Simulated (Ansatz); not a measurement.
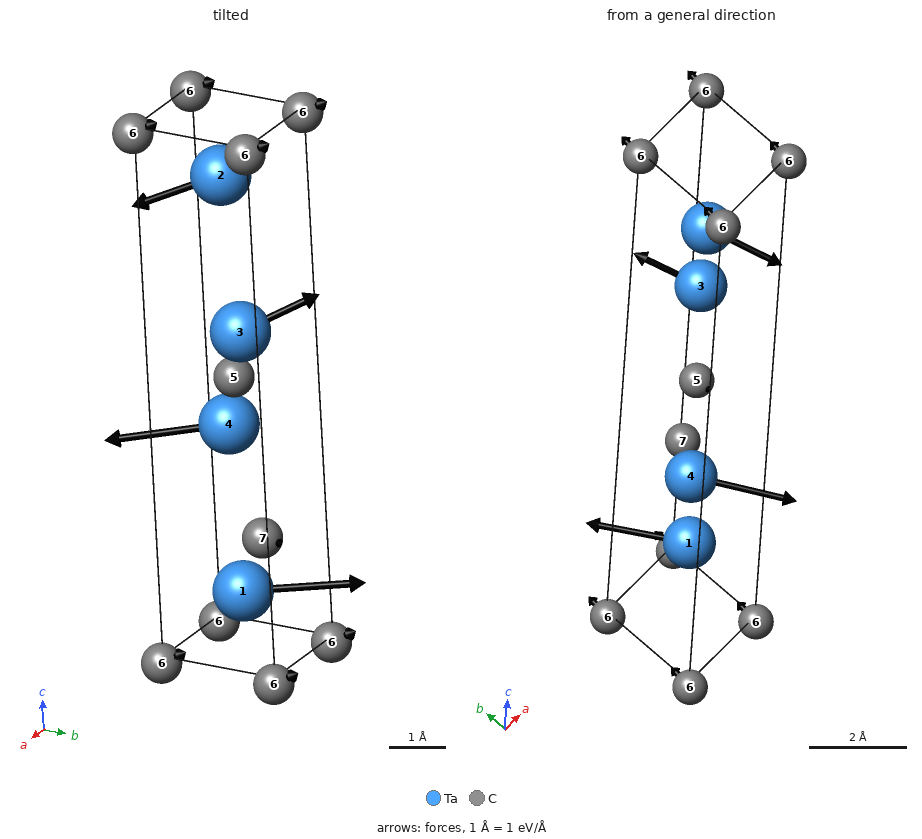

The image is a spheres-only drawing of a crystal, viewed slightly off an axis and from a general direction. Lines trace the edges of the cell (the run's own, in a reduced setting). The arrows are the computed forces on the atoms.

System: Ta4C3. Level of theory and settings: DFT PBEsol, scalar-relativistic, plane waves, PAW (Ansatz 0.2.0), a 420 eV plane-wave basis, k-points about 0.20 Å⁻¹ apart, Gaussian smearing of 0.15 eV, no spin polarisation.

Question: Is this an equilibrium geometry?

Answer: No. The atoms still feel forces of up to about 1.8 eV/Å, far above a usual threshold of 0.01 to 0.03 eV/Å.

The initial geometry was a structure listed in the Materials Project. The cell was then strained or its atoms displaced on purpose. Ansatz was used for an electronic-structure calculation on it.
